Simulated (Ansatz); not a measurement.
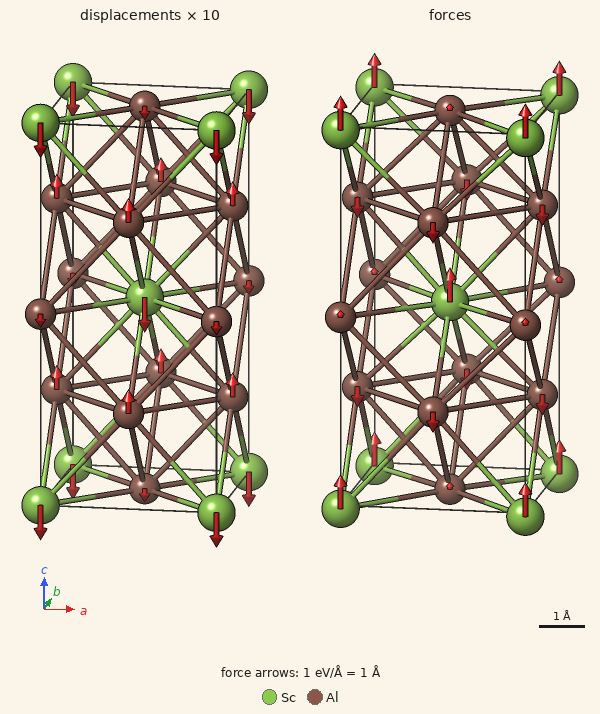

Left: a symmetric starting cell of ScAl3, with red arrows for the displacements applied to it (without the part that the change of the cell carries along). Right: the displaced structure with the computed forces. Besides, the cell is strained by −1.0 % along c and +5.0 % across it (volume +9.3 %). The picture is a ball-and-stick view of the conventional cell (2 times the calculation's cell), seen slightly off an axis. Lengths and directions refer to the drawn axes.

Level of theory: DFT PBE, scalar-relativistic, plane waves, PAW in Ansatz 0.2.0. (plane-wave cutoff 420 eV; k-point mesh 12 × 12 × 12; occupations gaussian; smearing width 0.1 eV; no spin polarisation)

**Where do the forces point?**

Atoms are displaced by up to 0.08 Å (root mean square over those that move 0.06 Å) relative to the cell: Sc 0.08 Å along −c. No relaxation follows. The starting cell wasn't computed here and needn't be at equilibrium, so pressure and forces aren't due to the change alone. The pressure is −6.0 GPa (not all of it need come from the change, since the unchanged cell can be under pressure at this level too). The principal stresses (compression positive) are −2.2 GPa along c and −7.9 GPa across it. The largest force is 0.8 eV/Å, on the Sc atom, along +c. The forces point straight back along the displacements (cosine −0.99). Among the bonded contacts that change: Al–Sc 2.990 → 2.946 to 3.145 Å, Al–Sc 2.847 → 2.990 Å, Al–Al 2.847 → 2.990 Å, Al–Al 2.990 → 2.981 to 3.109 Å. The space group (tolerance 0.01 Å) goes from I4/mmm (No. 139) to I4mm (No. 107).
